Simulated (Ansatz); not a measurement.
MgB₂

```yaml
crystal:
  lattice:
    - [5.29545, 0.00000, 0.00000]
    - [0.00000, 5.29545, 0.00000]
    - [0.00000, 0.00000, 5.29545]
  atoms:
    - { symbol: Mg, position: [0.00000, 0.00000, 0.00000] }
    - { symbol: Mg, position: [0.50000, 0.50000, 0.00000] }
    - { symbol: Mg, position: [0.50000, 0.00000, 0.50000] }
    - { symbol: Mg, position: [0.00000, 0.50000, 0.50000] }
    - { symbol: B, position: [0.25000, 0.25000, 0.25000] }
    - { symbol: B, position: [0.75000, 0.75000, 0.25000] }
    - { symbol: B, position: [0.75000, 0.25000, 0.75000] }
    - { symbol: B, position: [0.25000, 0.75000, 0.75000] }
    - { symbol: B, position: [0.75000, 0.25000, 0.25000] }
    - { symbol: B, position: [0.25000, 0.75000, 0.25000] }
    - { symbol: B, position: [0.25000, 0.25000, 0.75000] }
    - { symbol: B, position: [0.75000, 0.75000, 0.75000] }
```

Space group Fm-3m; started from the fluorite_225 prototype, which need not be the ambient phase.

These are results of Ansatz, DFT PBE, scalar-relativistic, plane waves, PAW, not measurements.

> Predict the valence pseudo-density and electron localisation function between the atoms.

Mg–B (2.29 Å): ρ at the midpoint is about 0.25 e/Å³; the ELF peaks at about 0.80 in the valence shell of B, 0.8 Å from its nucleus, and is about 0.45 at the midpoint.

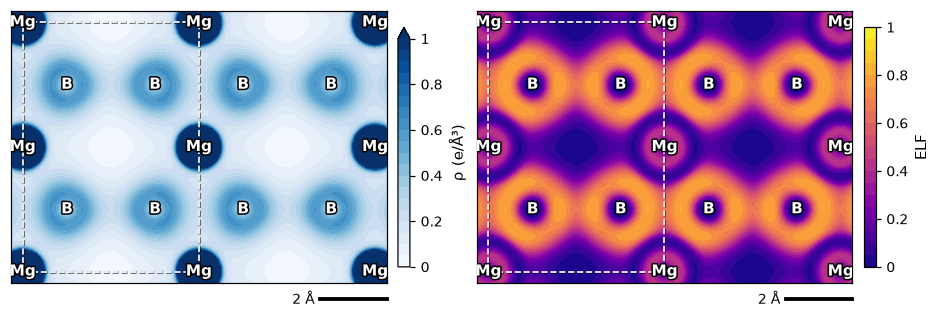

Computed valence pseudo-density and electron localisation function on the (011) plane of the conventional cell, in this order. 
